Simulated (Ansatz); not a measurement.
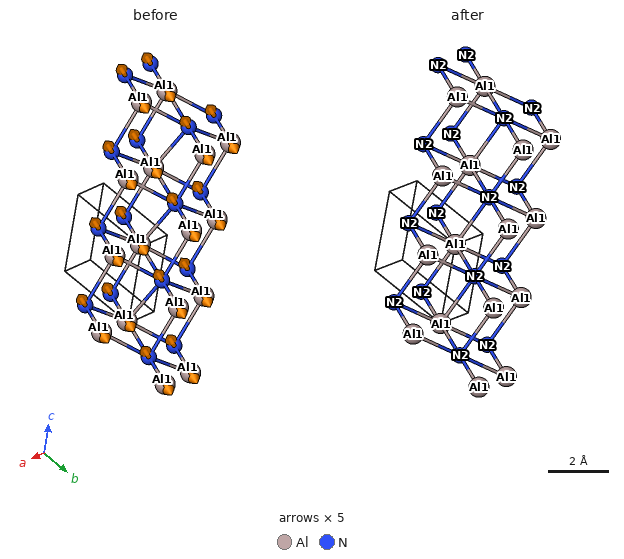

The structure of a crystal of AlN (a generated structure, set up in I4mm) (coarse preliminary run) before (left) and after (right) a relaxation, at one scale. The orange arrows give the displacements (the part carried along by the change of the cell is left out), magnified 5 times.

Style: ball-and-stick. Shown: the cell of the calculation, repeated 2 × 2 × 3 with one cell outlined, slightly off an axis.

All numbers below come from Ansatz, DFT PBE, scalar-relativistic, plane waves, PAW. Settings: plane-wave cutoff 420 eV; k-point mesh 8 × 8 × 8; occupations gaussian; smearing width 0.1 eV; no spin polarisation; cell and atoms relaxed; force threshold 0.04 eV/Å; at most 70 steps.

What changed between the two?

Answer. The largest moves relative to the cell, 0.14 Å, are those of Al1 and N2. Al1 goes along [1 1 0]. By element the largest moves are Al 0.14 Å, N 0.14 Å. Cell: a = b = c 2.805 → 2.878 Å (+2.6 %), α 121.4° → 120.0°, β 121.4° → 120.0°, γ 87.6° → 90.0°. Volume +10.5 %. Among the contacts that change: Al1–N2 1.737 → 2.035 Å, Al1–N2 (another image) 2.313 → 2.035 Å, Al1–N2 (another image) 1.962 → 2.035 Å. Among the angles between lasting bonds that change: N2–Al1–N2 163.1° → 180.0°, Al1–N2–Al1 163.1° → 180.0°, N2–Al1–N2 98.4° → 90.0°. The space group (tolerance 0.01 Å) goes from I4mm (No. 107) to Fm-3m (No. 225). The energy falls by 267 meV per atom in 5 accepted moves (7 points after the start). Largest force component: 3.3 eV/Å at the start, 0.0003 eV/Å at the end. The pressure goes from 46.18 to −0.04 GPa. At 2 points the geometry stayed and the basis and grid were re-selected for the new cell (energy shift of 5.4 meV per atom at most each time). Cost: 10 s on 1 thread of Arm Neoverse V1, on a shared host, peak memory 0.27 GiB.
